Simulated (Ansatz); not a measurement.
# Energy of W along a shift of atoms along one path

System: W (C2/m, 2 atoms in the cell).
Method: DFT LDA, scalar-relativistic, plane waves, PAW, no spin polarisation (Ansatz 0.2.0).

The 6 runs differ only in the geometry, by a shift of atoms along one path in a fixed cell. The shift s is measured from run 4: W1 moves along the Cartesian direction (0.00, 1.00, 0.00), and W2 with it in fixed proportion. The structure derives from an entry of the Crystallography Open Database.

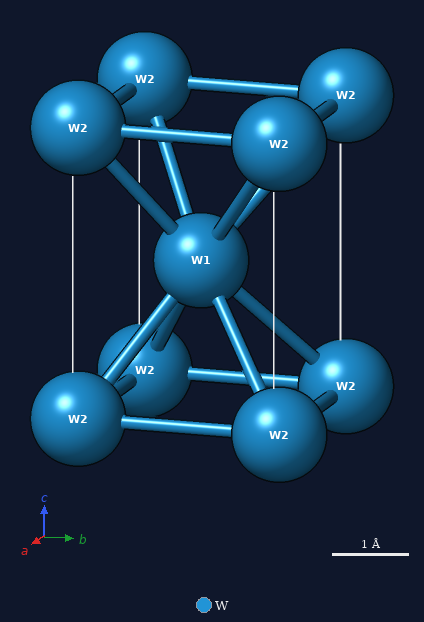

Figure 1. The structure of run 4 (ball-and-stick view of the cell of the calculation, seen slightly off an axis; atoms are numbered from 1 in the order of the input).

**Input of run 4**
```yaml
crystal:
  lattice:
    - [0.0, -1.98627029, -1.98627029]
    - [0.0, 1.98627029, -1.98627029]
    - [3.97254058, 0.0, 0.0]
  atoms:
    - { symbol: W, position: [0.5203396286, 0.4796603714, 0.4965764982] }
    - { symbol: W, position: [-0.0203396286, 0.0203396286, 0.0034235018] }
basis:
  ecutwfc: 420
kpoints:
  mp_grid: { grid: [16, 16, 12] }
hamiltonian:
  xc: lda
scf:
  occupations: { method: gaussian, width: 0.15 }
output:
  forces: true
  stress: true
  eigenvalues: true
```

Command:
```bash
ansatz run input.yaml --threads 2 --pin off --max-ram 4096MiB --backend cpu --events-out ev --progress --plain --runs-dir out
```

Lattice vectors (Å) and fractional positions of run 4:
```
   0.000000   -1.986270   -1.986270
   0.000000    1.986270   -1.986270
   3.972541    0.000000    0.000000
W   0.520340  0.479660  0.496576
W  -0.020340  0.020340  0.003424
```

Run 5 differs from it as follows:
```diff
-    - { symbol: W, position: [0.5203396286, 0.4796603714, 0.4965764982] }
-    - { symbol: W, position: [-0.0203396286, 0.0203396286, 0.0034235018] }
+    - { symbol: W, position: [0.5101698143, 0.4898301857, 0.4965764982] }
+    - { symbol: W, position: [-0.0101698143, 0.0101698143, 0.0034235018] }
```

**Results, with one run withheld**

```tsv
run	shift s of W1 (Å)	free energy per atom, from the lowest run given (meV)	pressure (GPa)	force along the path (eV/Å)
1	−0.1212	151.60	9.71	3.248
2	−0.0808	95.19	6.25	2.389
3	−0.0404	53.44	3.54	1.764
4	0.0000	23.81	1.62	1.172
5	0.0404	?	?	?
6	0.0808	0.00	0.04	0.000
```

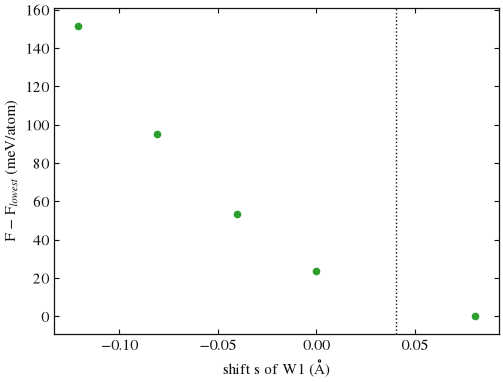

Figure 2. Free energy per atom of the runs given; the dotted line marks run 5.

Estimate the energy of run 5 from the others.

A cubic polynomial in the coordinate, fitted to the 5 runs given, misses them by at most 0.25 meV per atom. With x = s + 0.0323, it reads F = 46.323 − 816.18 x + 3896.2 x² − 2670.4 x³ (meV per atom). At run 5 it gives 6.55 meV per atom, and the run itself gives 5.98. The slope of the fit gives a force −dF/ds of 0.584 eV/Å along the path (summed over the atoms that move), and the printed forces give 0.592 eV/Å. The fit has no minimum inside this range. So low a polynomial doesn't follow these energies more closely.

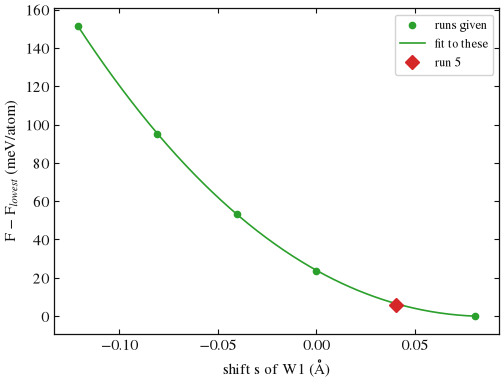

Figure 3. The fit and the withheld run.

**Output, shortened to warnings, some set-up lines, iterations and results (run 5)**
```
Basis set: ecut = 420 eV, 633 PW (Γ)
Symmetry: 4 space group operations
k-points: 826 of 3072
Initial density: superposition of atomic densities (neutral atoms: chi_scale 0, normalization atom), corrected by the library's trained network
[...]
SCF iter   1: F=—  HF=-20258.703334 eV  |F-HF|=—  |Δ(HF+E_count)|=         —  Δρ=7.71e-3  dr2=1.61e-2  ethr=1.77e-3  ⟨swp⟩=5.0  Hψ=63238  notcnv=0
SCF iter   2: F=—  HF=-20258.700092 eV  |F-HF|=—  |Δ(HF+E_count)|=   3.24e-3  Δρ=4.79e-3  dr2=6.24e-3  ethr=5.75e-5  ⟨swp⟩=1.1  Hψ=21665  notcnv=0
SCF iter   3: F=—  HF=-20258.698021 eV  |F-HF|=—  |Δ(HF+E_count)|=   2.07e-3  Δρ=1.98e-4  dr2=5.53e-6  ethr=2.23e-5  ⟨swp⟩=2.5  Hψ=22570  notcnv=0
SCF iter   4: F=—  HF=-20258.698020 eV  |F-HF|=—  |Δ(HF+E_count)|=   1.04e-6  Δρ=5.42e-5  dr2=9.00e-7  ethr=1.98e-8  ⟨swp⟩=2.0  Hψ=26614  notcnv=0
SCF iter   5: F=-20258.698020 eV  HF=-20258.698020 eV  |F-HF|=5.53e-8  |Δ(HF+E_count)|=   3.29e-7  Δρ=1.02e-5  dr2=7.21e-8  ethr=3.21e-9  ⟨swp⟩=2.0  Hψ=24603  notcnv=0
SCF iter   6: F=-20258.698020 eV  HF=-20258.698020 eV  |F-HF|=2.41e-8  |Δ(HF+E_count)|=   6.84e-9  Δρ=5.75e-6  dr2=2.88e-8  ethr=2.57e-10  ⟨swp⟩=2.9  Hψ=54501  notcnv=0
SCF 1 converged in 6 iterations: F = -20258.698020 eV  dr2 = 2.88e-8
SCF converged after 6 iterations
Free energy (F): -20258.698020 eV
Harris-Foulkes:  -20258.698020 eV  (|F-HF|=2.41e-8)
Internal energy: -20258.671594 eV  (E = F + TS)
E sigma→0 (E₀):  -20258.684807 eV
Entropy (-TS):   -0.026425 eV (-13.213 meV/atom)
Fermi energy:    22.072282 eV
--- Per-component energies (eV) ---
  E_band       = -161.329334
  E_kinetic    = 903.557493
  E_local      = -1200.369490  (includes V_loc(G=0)·N_el)
  E_nonlocal   = 13.867291
  E_hartree    = 430.401092
  E_xc         = -530.618637
  E_vxc        = -478.579036  (∫ρ·V_xc dr)
  E_paw        = -16619.593896  (= ΣΔE_a)
  E_vpaw       = -260.608635  (= ΣTr[D̂ρ^β])
  E_aug_tail   = -0.000135  (compensation charges beyond the density's cutoff)
  E_ewald      = -3256.481619
  E_core_change = 0.566306  (= ΣΔE_core)
  E_smearing   = -0.026425  (= −TS)
  E_closure    = 0.000000  (closes the sum)
  Σ components = -20258.698020   (vs F -20258.698020, Δ=0.00e0)
--- Forces (eV/Å), atoms counted from 1 ---
  atom   1  W      0.43415885     0.29584403     0.00000000
  atom   2  W     -0.43415885    -0.29584403     0.00000000
  max |Σ_I F_I| component: 5.55e-17 eV/Å
--- Stress (GPa, compression-positive) ---
        0.671001      -0.514020       0.000000
       -0.514020      -0.147161       0.000000
        0.000000       0.000000       0.817914
  P = ⅓ Tr σ = 0.4473 GPa (4.473 kbar)
```

Notes: Spin–orbit coupling is left out, which matters for W.
